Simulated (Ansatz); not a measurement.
LiNbO3: single-point calculation (part 1 of 2)

- system: LiNbO3 (slab, 30 atoms in the cell)
- method: DFT, PBEsol, plane waves, PAW, no spin polarisation (Ansatz 0.2.0)

The structure derives from an entry of the Crystallography Open Database. Figures and captions count atoms from 1; the log counts them from 0 in places.

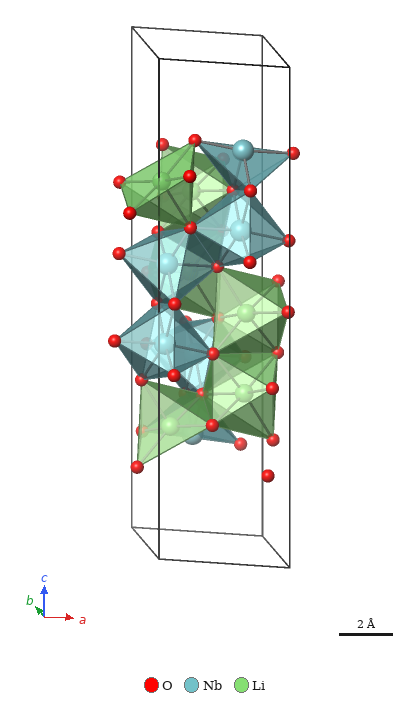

*The structure as given in the input (polyhedral view of the cell of the calculation, with the vacuum cut short, seen slightly off an axis; polyhedra are completed across the faces of the cell). An atom can appear more than once, as a periodic image.*

## Summary

| quantity | value |
| --- | --- |
| outcome | converged |
| electrons treated | 204 |
| free energy | −38307.7490 eV |
| Fermi energy | 1.859 eV |
| gap on the k-point mesh | 1.45 eV |
| largest force (length of the vector) | 4.367 eV/Å |
| hardware | 4 threads of Intel Xeon (Sapphire Rapids), 32 GiB of memory available, shared host |
| wall time | 75 s (CPU time 4.9 min) |
| peak memory | 2.8 GiB |

## Remarks

Settings chosen away from the usual ones: scf.mixing.algorithm set to broyden; scf.mixing.beta set to 0.05.

## Input
```yaml
crystal:
  lattice:
    - [5.1951977187, 0.0, 0.0]
    - [-2.5975988593, 4.9596543337, 0.0]
    - [0.0, 0.0, 27.4958132697]
  atoms:
    - { symbol: O, position: [0.8371933402, 0.0197662174, 0.2727688003] }
    - { symbol: Nb, position: [0.4402563294, 0.8805126588, 0.2885776329] }
    - { symbol: O, position: [0.997831763, 0.5998454551, 0.2996839626] }
    - { symbol: Li, position: [0.1509798552, 0.3019597104, 0.3216839127] }
    - { symbol: O, position: [0.4347703041, 0.1283430003, 0.334504927] }
    - { symbol: O, position: [0.4766944226, 0.694586453, 0.3535531424] }
    - { symbol: Li, position: [0.7604848714, 0.5209697429, 0.3663741566] }
    - { symbol: O, position: [0.9136329636, 0.2230839981, 0.3883741067] }
    - { symbol: Nb, position: [0.4712083972, 0.9424167945, 0.3994804364] }
    - { symbol: O, position: [0.0742713864, 0.8031632358, 0.415289269] }
    - { symbol: O, position: [0.4743482491, 0.2940760352, 0.4287397657] }
    - { symbol: Nb, position: [0.0774112383, 0.1548224765, 0.4445485982] }
    - { symbol: O, position: [0.6349866719, 0.8741552729, 0.4556549279] }
    - { symbol: Li, position: [0.7881347641, 0.5762695281, 0.477654878] }
    - { symbol: O, position: [0.0719252129, 0.402652818, 0.4904758923] }
    - { symbol: O, position: [0.1138493314, 0.9688962707, 0.5095241077] }
    - { symbol: Li, position: [0.3976397803, 0.7952795606, 0.522345122] }
    - { symbol: O, position: [0.5507878725, 0.4973938159, 0.5443450721] }
    - { symbol: Nb, position: [0.1083633061, 0.2167266122, 0.5554514018] }
    - { symbol: O, position: [0.7114262953, 0.0774730536, 0.5712602343] }
    - { symbol: O, position: [0.111503158, 0.5683858529, 0.584710731] }
    - { symbol: Nb, position: [0.7145661471, 0.4291322943, 0.6005195636] }
    - { symbol: O, position: [0.2721415807, 0.1484650906, 0.6116258933] }
    - { symbol: Li, position: [0.4252896729, 0.8505793459, 0.6336258434] }
    - { symbol: O, position: [0.7090801218, 0.6769626358, 0.6464468576] }
    - { symbol: O, position: [0.7510042403, 0.2432060885, 0.665495073] }
    - { symbol: Li, position: [0.0347946892, 0.0695893784, 0.6783160873] }
    - { symbol: O, position: [0.1879427814, 0.7717036336, 0.7003160374] }
    - { symbol: Nb, position: [0.745518215, 0.49103643, 0.7114223671] }
    - { symbol: O, position: [0.3485812042, 0.3517828713, 0.7272311997] }
basis:
  ecutwfc: 420
kpoints:
  mp_grid: { grid: [6, 6, 1] }
hamiltonian:
  xc: pbesol
scf:
  occupations: { method: gaussian, width: 0.05 }
  mixing: { algorithm: broyden, beta: 0.05 }
output:
  forces: true
  eigenvalues: true
  stress: true
efield:
  axis: 3
  dipole_correction: true
  ramp_width: 0.04
```

Launch command:
```bash
ansatz run input.yaml --threads 4 --pin off --max-ram 10240MiB --backend cpu --events-out ev --progress --plain --runs-dir out
```

## Log
```
Engine: ansatz 0.2.0, x86_64-unknown-linux-gnu
Pseudopotentials: kind: paw
Pseudopotential: O, paw, valence charge 6, recommended cutoff 420 eV (normal), O.paw.azcp
Pseudopotential: Nb, paw, valence charge 13, recommended cutoff 420 eV (normal), Nb.paw.azcp
Pseudopotential: Li, paw, valence charge 3, recommended cutoff 420 eV (normal), Li.paw.azcp
Functional definition: PBEsol
  exchange = pbesol_x
  correlation = pbesol_c
Crystal: 30 atoms, lattice volume = 708.468 Å³
Basis set: ecut = 420 eV, 13895 PW (Γ), exchange–correlation on 72×80×384 points (8 copies of the dense FFT grid, shifted against one another)
Bands: 132, of which v1, the nominal top of the filled ones, is band 102 counted from 1 (101 counted from 0)
Symmetry: 1 space group operations
k-points: 20 of 36 (time reversal used)
Non-local potential: O, projectors of the file, l = 0: 2, l = 1: 2, l = 2: 1
Non-local potential: Nb, projectors of the file, l = 0: 3, l = 1: 2, l = 2: 2, l = 3: 1
Non-local potential: Li, projectors of the file, l = 0: 3, l = 1: 2, l = 2: 1
PAW form: soft (Blöchl's): semilocal exchange-correlation on the pseudo side does not see the compensation charge
PAW frozen core: O, regenerated for the run's functional, and the local potential with it (the file was generated under x = pbe(κ = 0.804, μ = 0.2195149727645171), c = pbe(β = 0.06672455060314922))
PAW frozen core: Nb, regenerated for the run's functional, and the local potential with it (the file was generated under x = pbe(κ = 0.804, μ = 0.2195149727645171), c = pbe(β = 0.06672455060314922))
PAW one-centre angular grid: O, 110 points (default); XC on 64 Gauss nodes
PAW one-centre angular grid: Nb, 590 points (default); XC on 64 Gauss nodes
PAW one-centre angular grid: Li, 110 points (default); XC on 64 Gauss nodes
Initial density: superposition of atomic densities (neutral atoms: chi_scale 0, normalization atom), corrected by the library's trained network
Initial wavefunctions: pseudopotential atomic-orbital guess
Functional: x = pbesol(κ = 0.804, μ = 0.12345679012345678), c = pbesol(β = 0.046)
SCF iter   1: F=—  HF=-38307.957613 eV  |F-HF|=—  |Δ(HF+E_count)|=         —  Δρ=1.28e-2  dr2=1.08e0  ethr=1.77e-3  p=0.000 e·Å  D=1.60e-11 V/Å  ΔV_dip=-0.00 eV  dr2_dipole=1.95e-9  V_vac-E_F(+/−)=4.11/4.11 eV  ⟨swp⟩=7.2  Hψ=10366  notcnv=0  defer=160
efield: sawtooth ramp at fractional position 0.9800 (placed from the atoms, in the widest stretch of the axis that holds none; the zero of the levels goes with the place), width 0.0400; the density the first Hamiltonian is built on has a dipole p = 0.000 e·Å; the dipole correction subtracts the counter field D = 1.60e-11 V/Å, which shifts the + side's vacuum level by -0.00 eV against the − side's; the planar-averaged density in the ramp window peaks in size at 3.5e-6 e/Å³
preconditioner: auto → Resta (q_TF=auto, 2.217 Å⁻¹)  ε∞=3.6  [insulator: Δε(μ)=1.407 eV  Ē_g=10.396 eV  σ=0.050 eV  W_gap=1.00  n_scr=108 (ndim 8)  ℏωp=16.7 eV  f_vac=0.488  D(μ)=0.00/eV (n_scr^D=0)  ε∞_Penn≈3.6  vacuum switching on, ρ_ref=7.8e-3 e/Å³]
SCF iter   2: F=—  HF=-38307.903664 eV  |F-HF|=—  |Δ(HF+E_count)|=   5.39e-2  Δρ=1.10e-2  dr2=7.72e-1  ethr=5.30e-4  p=0.000 e·Å  D=3.61e-7 V/Å  ΔV_dip=-0.00 eV  dr2_dipole=1.82e-11  V_vac-E_F(+/−)=4.13/4.13 eV  ⟨swp⟩=1.1  Hψ=3041  notcnv=0  defer=160  κ⁻¹=1.0e0(r=1)
SCF iter   3: F=—  HF=-38307.762405 eV  |F-HF|=—  |Δ(HF+E_count)|=   1.41e-1  Δρ=3.37e-3  dr2=8.10e-2  ethr=3.78e-4  p=-0.000 e·Å  D=-3.98e-7 V/Å  ΔV_dip=0.00 eV  dr2_dipole=1.52e-11  V_vac-E_F(+/−)=4.20/4.20 eV  ⟨swp⟩=2.0  Hψ=3298  notcnv=0  defer=160  κ⁻¹=4.0e-4(r=2)
SCF iter   4: F=—  HF=-38307.757561 eV  |F-HF|=—  |Δ(HF+E_count)|=   4.84e-3  Δρ=2.85e-3  dr2=5.61e-2  ethr=3.97e-5  p=-0.000 e·Å  D=-4.65e-7 V/Å  ΔV_dip=0.00 eV  dr2_dipole=1.15e-11  V_vac-E_F(+/−)=4.20/4.20 eV  ⟨swp⟩=1.0  Hψ=2129  notcnv=0  defer=160  κ⁻¹=3.7e-4(r=3)
SCF iter   5: F=—  HF=-38307.750207 eV  |F-HF|=—  |Δ(HF+E_count)|=   7.35e-3  Δρ=1.96e-3  dr2=2.10e-2  ethr=2.75e-5  p=-0.000 e·Å  D=-6.26e-7 V/Å  ΔV_dip=0.00 eV  dr2_dipole=1.94e-11  V_vac-E_F(+/−)=4.22/4.22 eV  ⟨swp⟩=2.2  Hψ=2807  notcnv=0  defer=160  κ⁻¹=4.7e-5(r=4)
SCF iter   6: F=—  HF=-38307.748185 eV  |F-HF|=—  |Δ(HF+E_count)|=   2.02e-3  Δρ=9.36e-4  dr2=4.73e-3  ethr=1.03e-5  p=-0.000 e·Å  D=-5.67e-7 V/Å  ΔV_dip=0.00 eV  dr2_dipole=1.07e-11  V_vac-E_F(+/−)=4.26/4.26 eV  ⟨swp⟩=3.0  Hψ=5098  notcnv=0  defer=501  κ⁻¹=1.3e-5(r=5)
SCF iter   7: F=—  HF=-38307.748016 eV  |F-HF|=—  |Δ(HF+E_count)|=   1.69e-4  Δρ=6.34e-4  dr2=1.92e-3  ethr=2.32e-6  p=-0.000 e·Å  D=-4.89e-7 V/Å  ΔV_dip=0.00 eV  dr2_dipole=8.24e-12  V_vac-E_F(+/−)=4.27/4.27 eV  ⟨swp⟩=2.0  Hψ=2348  notcnv=0  defer=501  κ⁻¹=7.0e-6(r=6)
SCF iter   8: F=—  HF=-38307.748212 eV  |F-HF|=—  |Δ(HF+E_count)|=   1.96e-4  Δρ=3.87e-4  dr2=7.61e-4  ethr=9.40e-7  p=-0.000 e·Å  D=-2.29e-7 V/Å  ΔV_dip=0.00 eV  dr2_dipole=2.12e-12  V_vac-E_F(+/−)=4.27/4.27 eV  ⟨swp⟩=2.0  Hψ=2725  notcnv=0  defer=501  κ⁻¹=5.3e-7(r=7)
SCF iter   9: F=—  HF=-38307.748161 eV  |F-HF|=—  |Δ(HF+E_count)|=   5.09e-5  Δρ=3.14e-4  dr2=5.65e-4  ethr=3.73e-7  p=-0.000 e·Å  D=-1.93e-7 V/Å  ΔV_dip=0.00 eV  dr2_dipole=1.77e-12  V_vac-E_F(+/−)=4.27/4.27 eV  ⟨swp⟩=1.2  Hψ=2146  notcnv=0  defer=501  κ⁻¹=5.3e-7(r=8)
SCF iter  10: F=—  HF=-38307.748254 eV  |F-HF|=—  |Δ(HF+E_count)|=   9.31e-5  Δρ=1.44e-4  dr2=1.14e-4  ethr=2.77e-7  p=0.000 e·Å  D=9.04e-8 V/Å  ΔV_dip=-0.00 eV  dr2_dipole=9.26e-14  V_vac-E_F(+/−)=4.28/4.28 eV  ⟨swp⟩=2.0  Hψ=3290  notcnv=0  defer=501  κ⁻¹=7.3e-8(r=8)
SCF iter  11: F=—  HF=-38307.748253 eV  |F-HF|=—  |Δ(HF+E_count)|=   1.49e-6  Δρ=1.16e-4  dr2=5.34e-5  ethr=5.60e-8  p=0.000 e·Å  D=8.35e-8 V/Å  ΔV_dip=-0.00 eV  dr2_dipole=2.18e-13  V_vac-E_F(+/−)=4.28/4.28 eV  ⟨swp⟩=2.0  Hψ=3215  notcnv=0  defer=501  κ⁻¹=1.8e-6(r=8)
SCF iter  12: F=—  HF=-38307.749031 eV  |F-HF|=—  |Δ(HF+E_count)|=   7.78e-4  Δρ=6.50e-5  dr2=2.53e-5  ethr=2.62e-8  p=0.000 e·Å  D=2.42e-8 V/Å  ΔV_dip=-0.00 eV  dr2_dipole=5.30e-14  V_vac-E_F(+/−)=4.28/4.28 eV  ⟨swp⟩=2.0  Hψ=4058  notcnv=0  defer=501  κ⁻¹=1.1e-6(r=8)
SCF iter  13: F=—  HF=-38307.749034 eV  |F-HF|=—  |Δ(HF+E_count)|=   3.10e-6  Δρ=5.52e-5  dr2=1.64e-5  ethr=1.24e-8  p=0.000 e·Å  D=4.20e-8 V/Å  ΔV_dip=-0.00 eV  dr2_dipole=5.35e-14  V_vac-E_F(+/−)=4.28/4.28 eV  ⟨swp⟩=3.0  Hψ=3776  notcnv=0  defer=501  κ⁻¹=2.2e-6(r=8)
SCF iter  14: F=—  HF=-38307.749034 eV  |F-HF|=—  |Δ(HF+E_count)|=   1.46e-7  Δρ=1.72e-5  dr2=1.67e-6  ethr=8.05e-9  p=0.000 e·Å  D=4.63e-8 V/Å  ΔV_dip=-0.00 eV  dr2_dipole=7.09e-15  V_vac-E_F(+/−)=4.28/4.28 eV  ⟨swp⟩=2.1  Hψ=3562  notcnv=0  defer=501  κ⁻¹=2.3e-6(r=8)
SCF iter  15: F=—  HF=-38307.749034 eV  |F-HF|=—  |Δ(HF+E_count)|=   4.41e-9  Δρ=1.55e-5  dr2=1.07e-6  ethr=8.19e-10  p=0.000 e·Å  D=4.88e-8 V/Å  ΔV_dip=-0.00 eV  dr2_dipole=4.39e-15  V_vac-E_F(+/−)=4.28/4.28 eV  ⟨swp⟩=2.0  Hψ=2358  notcnv=0  defer=501  κ⁻¹=2.0e-6(r=8)
SCF iter  16: F=—  HF=-38307.749035 eV  |F-HF|=—  |Δ(HF+E_count)|=   7.80e-7  Δρ=7.89e-6  dr2=4.14e-7  ethr=5.25e-10  p=0.000 e·Å  D=5.80e-8 V/Å  ΔV_dip=-0.00 eV  dr2_dipole=3.76e-14  V_vac-E_F(+/−)=4.28/4.28 eV  ⟨swp⟩=2.0  Hψ=4058  notcnv=0  defer=501  κ⁻¹=7.7e-7(r=8)
SCF iter  17: F=—  HF=-38307.749035 eV  |F-HF|=—  |Δ(HF+E_count)|=   3.45e-8  Δρ=4.87e-6  dr2=1.67e-7  ethr=2.03e-10  p=0.000 e·Å  D=6.36e-8 V/Å  ΔV_dip=-0.00 eV  dr2_dipole=2.49e-14  V_vac-E_F(+/−)=4.28/4.28 eV  ⟨swp⟩=2.0  Hψ=3298  notcnv=0  defer=501  κ⁻¹=6.8e-6(r=8)
SCF iter  18: F=—  HF=-38307.749035 eV  |F-HF|=—  |Δ(HF+E_count)|=   3.55e-8  Δρ=3.83e-6  dr2=1.13e-7  ethr=4.90e-11  p=0.000 e·Å  D=7.30e-8 V/Å  ΔV_dip=-0.00 eV  dr2_dipole=3.20e-13  V_vac-E_F(+/−)=4.28/4.28 eV  ⟨swp⟩=13.9  Hψ=11461  notcnv=0  κ⁻¹=5.7e-6(r=8)
SCF iter  19: F=-38307.749035 eV  HF=-38307.749035 eV  |F-HF|=3.34e-8  |Δ(HF+E_count)|=   2.89e-8  Δρ=3.55e-6  dr2=7.47e-8  ethr=4.90e-11  p=0.000 e·Å  D=5.55e-8 V/Å  ΔV_dip=-0.00 eV  dr2_dipole=2.23e-13  V_vac-E_F(+/−)=4.28/4.28 eV  ⟨swp⟩=4.2  Hψ=7451  notcnv=0
SCF 1 converged in 19 iterations: F = -38307.749035 eV  dr2 = 7.47e-8
  greatest PAW one-centre occupation: 1.000 electrons in one spin orbital (limit 2), on the Li atom at site 16 (counted from 0), in its partial waves of l = 0
```

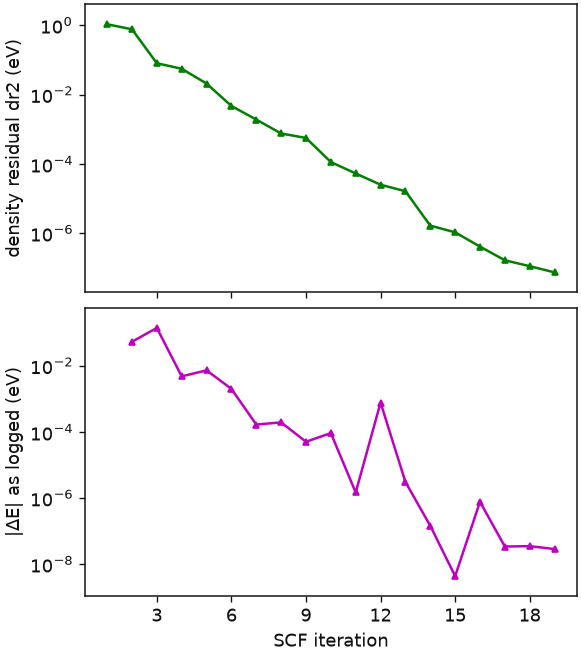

*Convergence of the self-consistent field: density residual dr2 and size of the energy change against the SCF iteration.*

The residual falls at every step.

```
SCF converged after 19 iterations
Stability not checked: this state was not tested for a lower state beside it, because the mixer in use, unlike msr1, does not test its closes by its own steps (another_mixer; see scf.mixing.algorithm and scf.lower_state_search)
Free energy (F): -38307.749035 eV
Harris-Foulkes:  -38307.749035 eV  (|F-HF|=3.34e-8)
Internal energy: -38307.749035 eV  (E = F + TS)
E sigma→0 (E₀):  -38307.749035 eV
Fermi energy:    1.858535 eV
Dipole field:    D = -0.000000 V/Å  (p = -0.000001 e·Å, saw-weighted, corrected)
Work function:   Φ+ = 4.2843 eV   Φ− = 4.2843 eV
Levels:          The Fermi level and band energies are counted from a zero that moves with the ramp; work functions are not
--- Per-component energies (eV) ---
  E_band       = -3089.757308
  E_kinetic    = 5613.805167
  E_local      = -198828.221512  (includes V_loc(G=0)·N_el)
  E_nonlocal   = 1372.725007
  E_hartree    = 96564.118761
  E_xc         = -2412.828078
  E_vxc        = -3027.285050  (∫ρ·V_xc dr)
  E_paw        = -20952.744045  (= ΣΔE_a)
  E_vpaw       = -1349.072619  (= ΣTr[D̂ρ^β])
  E_aug_tail   = 0.043713  (compensation charges beyond the density's cutoff)
  E_efield     = 0.000000  (sawtooth field / dipole correction)
  E_vefield    = 0.000000  (∫n·V_field dr)
  E_ewald      = 80333.584515
  E_core_change = 1.767436  (= ΣΔE_core)
  E_smearing   = -0.000000  (= −TS)
  E_closure    = -0.000000  (closes the sum)
  Σ components = -38307.749035   (vs F -38307.749035, Δ=0.00e0)
```
